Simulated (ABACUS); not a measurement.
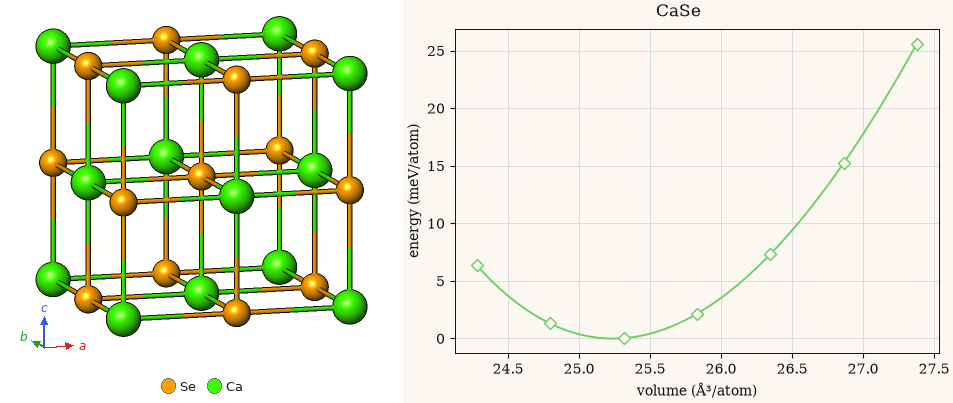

The plot gives the computed energy against volume for CaSe, space group Fm-3m (No. 225). The conventional cell is drawn beside the plot.

The given structure:
```yaml
crystal:
  lattice:
    - [0.00000, 2.95600, 2.95600]
    - [2.95600, 0.00000, 2.95600]
    - [2.95600, 2.95600, 0.00000]
  atoms:
    - { symbol: Se, position: [0.50000, 0.50000, 0.50000] }
    - { symbol: Ca, position: [0.00000, 0.00000, 0.00000] }
```

Method: DFT in plane waves or numerical atomic orbitals with pseudopotentials, no spin polarisation; energies at scaled volumes of the given cell, shape and fractions fixed, counted from the fit's minimum, third-order Birch-Murnaghan fit (ABACUS 3.10.1). Level: PBEsol.

- k mesh: 8×8×8
- occupations: Fermi–Dirac
- smearing width: 0.05 eV
- potentials: PseudoDojo NC SR 0.4.1 PBEsol standard
- wave cutoff: 1184 eV
- density cutoff: 4735 eV
- program settings: basis pw

This calculation gives: equilibrium volume 25.24 Å³/atom and bulk modulus 52.1 GPa.

Now Se is replaced by O on all its sites, which gives CaO in the same structure. The second calculation uses wave cutoff 1142.878 eV and k mesh 10×10×10. How do these quantities change?

The equilibrium volume falls from 25.24 to 13.51 Å³/atom (−46 %) and the bulk modulus rises from 52.1 to 115.6 GPa (+122 %).

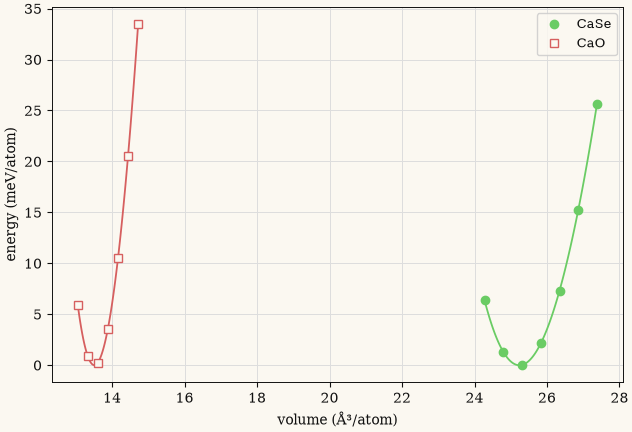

The two results together.

V0 and the bulk modulus come from third-order Birch–Murnaghan fits.
